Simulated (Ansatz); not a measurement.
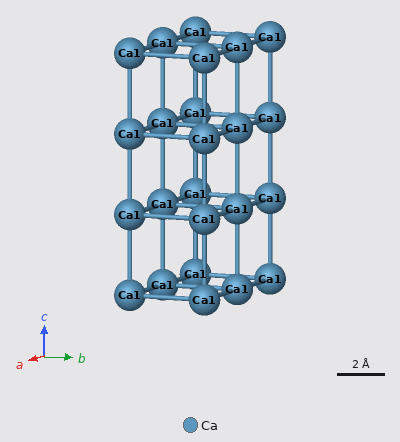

Figure 1. The input geometry of the first run (ball-and-stick view of the cell of the calculation, repeated 2 × 1 × 3, seen slightly off an axis; atoms are numbered from 1 in the order of the input). Near neighbours in the crystal (not all of them lie inside the picture): Ca has 6 Ca at 3.49 Å.

## Two runs on Ca

System: Ca (Pm-3m, 1 atom in the cell).
Method of the first run: Kohn-Sham DFT of a periodic cell, RPBE, all-electron LAPW, scalar-relativistic, no spin polarisation (Ansatz 0.2.0).

The structure derives from a Materials Project entry. Text and figures count atoms from 1; the logs count them from 0 in places.

**Input, the first run**
```yaml
crystal:
  lattice:
    - [3.48865634, 0.0, 0.0]
    - [0.0, 3.48865634, 0.0]
    - [0.0, 0.0, 3.48865634]
  atoms:
    - { symbol: Ca, position: [0.0, 0.0, 0.0] }
kpoints:
  mp_grid: { grid: [8, 8, 8] }
scf:
  occupations: { method: gaussian, width: 0.05 }
hamiltonian:
  xc: rpbe
  pseudopotentials: { kind: all_electron, lapw: { basis_error: 0.001 } }
output:
  forces: true
  stress: true
  eigenvalues: true
```

Launched with:
```bash
ansatz run input.yaml --threads 1 --pin off --max-ram 3072MiB --backend cpu --events-out ev --progress --plain --runs-dir out
```

Hardware: 1 thread of Intel Xeon @ 2.70GHz, 189 GiB of memory available, shared host.

**Output, shortened to warnings, some set-up lines, iterations and results (the first run)**
```
Basis set: ecut = 110.93491756588318 eV, 93 PW (Γ), exchange–correlation at level 2
Symmetry: 48 space group operations
k-points: 35 of 512
Initial density: superposition of atomic densities (chi_scale 0.1, normalization cell)
[...]
SCF iter   1: F=—  HF=-18518.412648 eV  |F-HF|=—  |Δ(HF+E_count)|=         —  Δρ=5.77e-3  dr2=3.22e-2  ethr=3.21e-4  ⟨swp⟩=3.0  Hψ=2450  notcnv=0
SCF iter   2: F=—  HF=-18518.419544 eV  |F-HF|=—  |Δ(HF+E_count)|=   6.90e-3  Δρ=4.86e-3  dr2=2.42e-2  ethr=3.21e-4  ⟨swp⟩=2.0  Hψ=989  notcnv=0
SCF iter   3: F=—  HF=-18518.424902 eV  |F-HF|=—  |Δ(HF+E_count)|=   5.36e-3  Δρ=5.95e-4  dr2=2.48e-4  ethr=2.48e-6  ⟨swp⟩=2.0  Hψ=1603  notcnv=0
SCF iter   4: F=—  HF=-18518.424200 eV  |F-HF|=—  |Δ(HF+E_count)|=   7.02e-4  Δρ=8.48e-5  dr2=1.60e-6  ethr=2.48e-6  ⟨swp⟩=2.8  Hψ=980  notcnv=0
SCF iter   5: F=—  HF=-18518.424219 eV  |F-HF|=—  |Δ(HF+E_count)|=   1.96e-5  Δρ=1.70e-5  dr2=2.47e-7  ethr=1.60e-8  ⟨swp⟩=2.9  Hψ=985  notcnv=0
SCF iter   6: F=-18518.424219 eV  HF=-18518.424219 eV  |F-HF|=4.23e-9  |Δ(HF+E_count)|=   5.65e-8  Δρ=2.12e-6  dr2=2.94e-9  ethr=2.47e-9  ⟨swp⟩=2.0  Hψ=947  notcnv=0
SCF 1 converged in 6 iterations: F = -18518.424219 eV  dr2 = 2.94e-9
SCF converged after 6 iterations
Free energy (F): -18518.424219 eV
Harris-Foulkes:  -18518.424219 eV  (|F-HF|=4.23e-9)
Internal energy: -18518.421671 eV  (E = F + TS)
E sigma→0 (E₀):  -18518.422945 eV
Entropy (-TS):   -0.002549 eV (-2.549 meV/atom)
Fermi energy:    5.203305 eV
--- Per-component energies (eV) ---
  E_band       = -174.538117
  E_kinetic    = 18663.710400
  E_xc         = -987.812363
  E_electrostatic = -36194.319707  (all electrons and nuclei)
  E_smearing   = -0.002549  (= −TS)
  E_closure    = 0.000000  (closes the sum)
  E_atoms      = -18517.103398  (free atoms, spherical and without spin; not in F)
  Σ components = -18518.424219   (vs F -18518.424219, Δ=0.00e0)
  Basis errors (estimates in eV, not in F): energy 4.1e-4 per atom: plane waves 3.9e-4 (2.2e-4 summed), levels above the bands 0.0e0, relativity 1.2e-8, radial functions 1.8e-5, core shells 3.8e-9; eigenvalues (radial functions only) 1.3e-6; not estimated: angular momenta, meshes, grids; target …
--- Forces (eV/Å), atoms counted from 1 ---
  atom   1  Ca    -0.00000000    -0.00000000     0.00000000
  max |Σ_I F_I| component: 1.31e-31 eV/Å
--- Stress (GPa, compression-positive) ---
        1.121490      -0.000000       0.000000
       -0.000000       1.121490       0.000000
        0.000000       0.000000       1.121490
  P = ⅓ Tr σ = 1.1215 GPa (11.215 kbar)
```

The input of the second run differs as follows (lines with − go, lines with + come):
```diff
-  xc: rpbe
+  xc: lda
```

What does this change do to the results?

The total energies belong to different methods, so their difference says nothing on which is more stable or more accurate. The pressure goes from 1.12 to −0.92 GPa. The functional changes from RPBE to LDA. Along LDA, PBEsol, PBE and RPBE the binding weakens and the preferred volume grows, so the same cell is under more pressure with the later ones. The SCF takes 5 iterations against 6. The plane waves at Γ go from 93 to 123. On the same kind of shared host the second run took about 0.45 times as long.

**Output, shortened to warnings, some set-up lines, iterations and results (the second run)**
```
Basis set: ecut = 111.65277658434503 eV, 123 PW (Γ), exchange–correlation at level 2
Symmetry: 48 space group operations
k-points: 35 of 512
Initial density: superposition of atomic densities (chi_scale 0.1, normalization cell)
[...]
SCF iter   1: F=—  HF=-18469.915617 eV  |F-HF|=—  |Δ(HF+E_count)|=         —  Δρ=4.72e-3  dr2=2.11e-2  ethr=2.10e-4  ⟨swp⟩=3.1  Hψ=2484  notcnv=0
SCF iter   2: F=—  HF=-18469.914262 eV  |F-HF|=—  |Δ(HF+E_count)|=   1.36e-3  Δρ=2.59e-3  dr2=6.54e-3  ethr=2.10e-4  ⟨swp⟩=2.0  Hψ=947  notcnv=0
SCF iter   3: F=—  HF=-18469.915010 eV  |F-HF|=—  |Δ(HF+E_count)|=   7.48e-4  Δρ=1.43e-4  dr2=1.14e-5  ethr=1.14e-7  ⟨swp⟩=2.1  Hψ=1580  notcnv=0
SCF iter   4: F=—  HF=-18469.914895 eV  |F-HF|=—  |Δ(HF+E_count)|=   1.14e-4  Δρ=1.38e-5  dr2=6.36e-8  ethr=1.14e-7  ⟨swp⟩=2.9  Hψ=982  notcnv=0
SCF iter   5: F=-18469.914895 eV  HF=-18469.914895 eV  |F-HF|=6.66e-10  |Δ(HF+E_count)|=   1.07e-8  Δρ=2.64e-6  dr2=4.93e-9  ethr=6.36e-10  ⟨swp⟩=2.9  Hψ=982  notcnv=0
SCF 1 converged in 5 iterations: F = -18469.914895 eV  dr2 = 4.93e-9
SCF converged after 5 iterations
Free energy (F): -18469.914895 eV
Harris-Foulkes:  -18469.914895 eV  (|F-HF|=6.66e-10)
Internal energy: -18469.913626 eV  (E = F + TS)
E sigma→0 (E₀):  -18469.914261 eV
Entropy (-TS):   -0.001269 eV (-1.269 meV/atom)
Fermi energy:    4.795681 eV
--- Per-component energies (eV) ---
  E_band       = -175.287164
  E_kinetic    = 18601.572785
  E_xc         = -937.754041
  E_electrostatic = -36133.732370  (all electrons and nuclei)
  E_smearing   = -0.001269  (= −TS)
  E_closure    = 0.000000  (closes the sum)
  E_atoms      = -18468.106092  (free atoms, spherical and without spin; not in F)
  Σ components = -18469.914895   (vs F -18469.914895, Δ=0.00e0)
  Basis errors (estimates in eV, not in F): energy 4.5e-4 per atom: plane waves 4.3e-4 (2.4e-4 summed), levels above the bands 0.0e0, relativity 5.1e-10, radial functions 1.7e-5, core shells 3.9e-9; eigenvalues (radial functions only) 1.3e-6; not estimated: angular momenta, meshes, grids; target …
--- Forces (eV/Å), atoms counted from 1 ---
  atom   1  Ca     0.00000000     0.00000000     0.00000000
  max |Σ_I F_I| component: 0.00e0 eV/Å
--- Stress (GPa, compression-positive) ---
       -0.917998      -0.000000       0.000000
       -0.000000      -0.917998       0.000000
        0.000000       0.000000      -0.917998
  P = ⅓ Tr σ = -0.9180 GPa (-9.180 kbar)
```

**The two runs side by side**

```tsv
quantity	the first run	the second run
outcome	converged	converged
free energy per atom (eV)	−18518.4242	−18469.9149
energy per atom, smearing taken to zero (eV)	−18518.4229	−18469.9143
gap on the mesh (eV)	0.00	0.00
pressure (GPa)	1.12	−0.92
largest force (eV/Å)	0.000	0.000
SCF iterations	6	5
irreducible k-points	35	35
plane waves at Γ	93	123
wall time (shared host)	5.2 s	2.3 s
```
